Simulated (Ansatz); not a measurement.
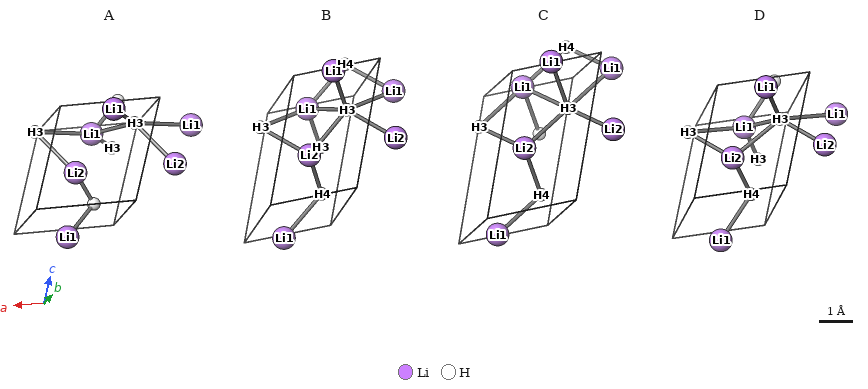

4 geometries from one relaxation of a crystal of LiH (built on the random type) (coarse preliminary run), in shuffled order. The picture is a ball-and-stick view of the cell of the calculation, reduced to other axes, seen from a free direction. Lengths and directions refer to the drawn axes.

Case: random cell without symmetry.

Level of theory: DFT PBE, scalar-relativistic, plane waves, PAW (Ansatz 0.2.0). Set-up: plane-wave cutoff 420 eV; k-point mesh 6 × 8 × 6; occupations gaussian; smearing width 0.1 eV; no spin polarisation; cell and atoms relaxed; force threshold 0.04 eV/Å; at most 70 steps.

Put them in the order of the run, from the start to the converged end.

Answer. A, D, B, C. They are steps 0, 4, 8, 15, at +773 meV per atom, +209 meV per atom, +75.6 meV per atom relative to the last. After 13 accepted moves (15 points after the start) the energy has fallen by 773 meV per atom. The largest force component goes from 3.6 to 0.001 eV/Å. The pressure goes from 11.22 to 0.13 GPa. At 2 points the geometry stayed and the basis and grid were re-selected for the new cell (energy shift of 7.3 meV per atom at most each time). The atom that moves furthest relative to the cell is H3 (0.74 Å along [0 −1 −1]). Largest moves by element: H 0.74 Å, Li 0.72 Å. The volume changes by −17.2 %, with a 3.103 → 2.832 Å (−8.8 %), b 3.815 → 2.832 Å (−25.8 %), c 3.829 → 4.894 Å (+27.8 %), α 107.6° → 90.0°, β 101.3° → 106.7°, γ 108.8° → 120.0°. Among the contacts that change: Li2–H3 3.762 → 2.002 Å, Li2–H4 3.288 → 2.002 Å, Li2–H4 (another image) 3.226 → 2.000 Å, Li1–H4 3.120 → 2.002 Å. Bond angles that change, for instance: Li1–H3–Li2 123.2° → 180.0°, H3–Li2–H4 130.9° → 89.9°, Li1–H4–Li2 86.5° → 89.9°. The space group (tolerance 0.01 Å) goes from P1 (No. 1) to R-3m (No. 166). Cost: 96 s on 1 thread of Arm Neoverse V1, with other jobs on the host, peak memory 0.36 GiB.
